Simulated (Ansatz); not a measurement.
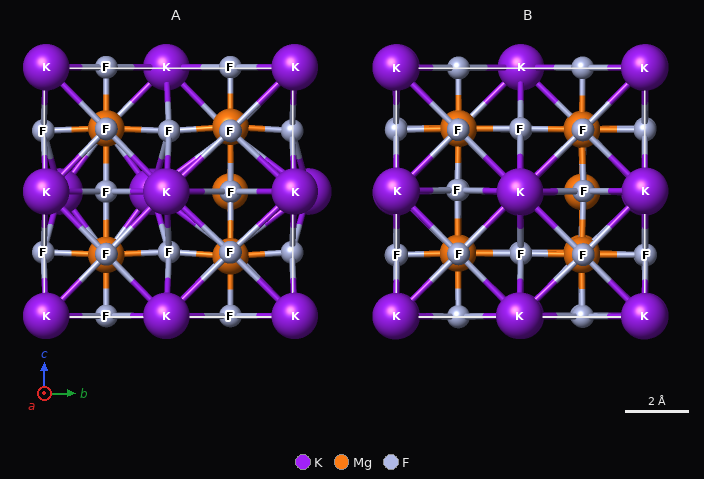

Two geometries of a defect cell of composition K8Mg9F24 (cell charge +2), drawn at one scale. One is the start of a relaxation, the other its converged end. A ball-and-stick model of the cell of the calculation (origin shifted), seen along the a axis.

These are results of DFT, PBEsol, PAW, plane waves (Ansatz 0.2.0), not measurements. Set-up: plane-wave cutoff 420 eV; k-point mesh 1 × 1 × 1; mesh shifted by (0.25, 0.25, 0.25); no spin polarisation; atoms relaxed in a fixed cell; force threshold 0.03 eV/Å; at most 80 steps.

Which of the two is the end point?

Answer. Structure A is the relaxed one. The atom that moves furthest is a K atom (0.52 Å roughly along −b). By element the largest moves are K 0.52 Å, F 0.15 Å, Mg 0.14 Å. The lattice vectors keep their values. Some distances before and after: K–K 4.001 → 2.967 Å, K–Mg 1.983 → 2.504 Å, K–Mg 2.000 → 2.511 Å, K–Mg 3.424 → 3.869 Å. Bond angles that change, for instance: K–F–K 91.4° → 72.5°, K–F–Mg 88.9° → 106.6°, K–F–Mg 88.3° → 105.9°. The energy falls by 4.763 eV per cell of the calculation in 5 geometry steps. The largest force component goes from 7.3 to 0.0057 eV/Å.

Limits of the set-up: the periodic images lie only 8.0 Å apart, so the values are limited by the cell's size; the cell is charged, on a uniform background, and energies carry no finite-size correction.
